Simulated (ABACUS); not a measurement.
**Run report: NiSi2, single-point calculation at one volume of an equation of state (part 3 of 3)**

Continued. System: NiSi2 (Fm-3m, 3 atoms in the cell). Method: Kohn-Sham DFT of a periodic cell, PBE, PseudoDojo NC SR 0.4.1 PBE standard, spin-polarised (ABACUS 3.10.1); cutoff 1360.57 eV, 9×9×9 k-mesh, fermi-dirac of 0.05 eV, collinear spins. The structure derives from an entry of the Crystallography Open Database. It belongs to a series of runs on one base structure; here: volume scaled by 0.96.

Geometry of the input (Å; fractional positions):
```
0.0000  2.6665  2.6665
2.6665  0.0000  2.6665
2.6665  2.6665  0.0000
Ni 0.0000  0.0000  0.0000
Si 0.7500  0.7500  0.7500
Si 0.2500  0.2500  0.2500
```

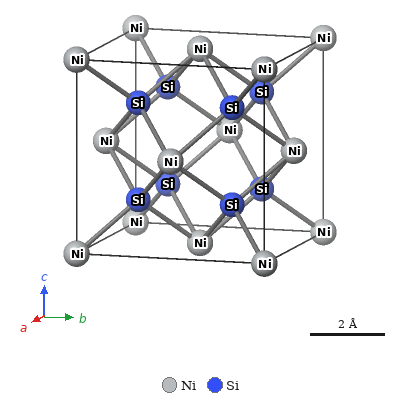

**Figure 1.** The structure (ball-and-stick view of the cell 4 times as large as that of the calculation, set on its symmetry axes, seen slightly off an axis).

Key numbers:

- outcome: converged
- space group (tolerance 0.01 Å): Fm-3m (225)
- electrons treated: 26
- free energy: −4796.6967 eV
- Fermi energy: 14.210 eV
- gap on the k-point mesh: none (metallic)
- net moment of the cell: 0.00 μB
- integrated absolute moment: 0.00 μB
- pressure: 12.73 GPa
- largest force (length of the vector): under 0.001 eV/Å
- hardware: 4 threads of AMD EPYC (Zen 5), 24 GiB of memory available, shared host
- wall time: 11 s (CPU time 46 s)
- peak memory: 0.48 GiB

Points of doubt noted for this run: home made orbitals. The cell is under a pressure of 12.7 GPa at this level, so it is not at its equilibrium volume.
